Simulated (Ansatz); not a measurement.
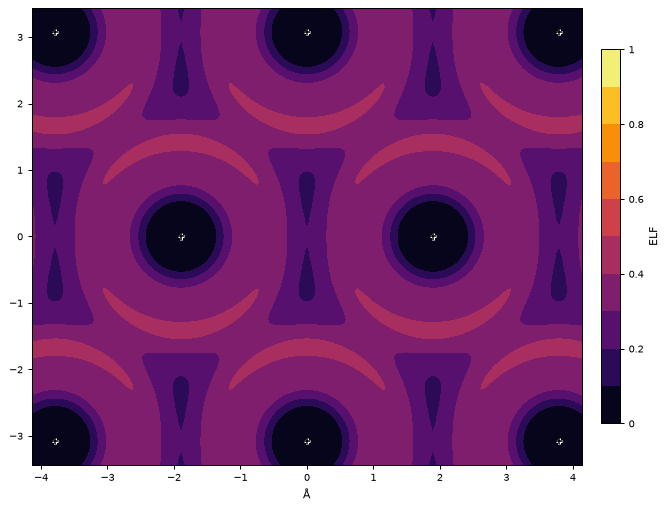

The ELF on a plane through atoms (crosses mark nuclei in the plane).

All numbers below come from DFT r2SCAN, scalar-relativistic, plane waves, PAW (Ansatz 0.2.0).

Candidates:
A. WC, a = 2.98 Å, b = 2.98 Å, c = 4.39 Å, α = 90.00°, β = 90.00°, γ = 90.00°. Space group I4/mmm; a structure from a database of computed crystals, not necessarily the ambient phase; changed on purpose from its base cell (strain -0.040 along x and y, +0.000 along z, atoms carried along); computed pressure about 31 GPa in this cell.
B. HfO$_{2}$, a = 3.58 Å, b = 3.58 Å, c = 5.20 Å, α = 90.00°, β = 90.00°, γ = 90.00°. Space group P4₂/nmc; a structure from a database of computed crystals, not necessarily the ambient phase.
C. Sn, a = 4.36 Å, b = 4.36 Å, c = 3.79 Å, α = 90.00°, β = 90.00°, γ = 90.00°. Space group I4/mmm; a structure from a database of computed crystals, not necessarily the ambient phase; changed on purpose from its base cell (strain +0.1500 x Voigt [1, 1, 0, 0, 0, 0], atoms carried along); computed pressure about −8 GPa in this cell.

> Which candidate gave the map?

Candidate C: Sn on the (11̄0) plane of the conventional cell, which holds Sn. Sn–Sn (3.62 Å): the ELF is about 0.35 at the midpoint. Sn–Sn (3.79 Å): the ELF is about 0.20 at the midpoint: no shared electron pair shows on this line.
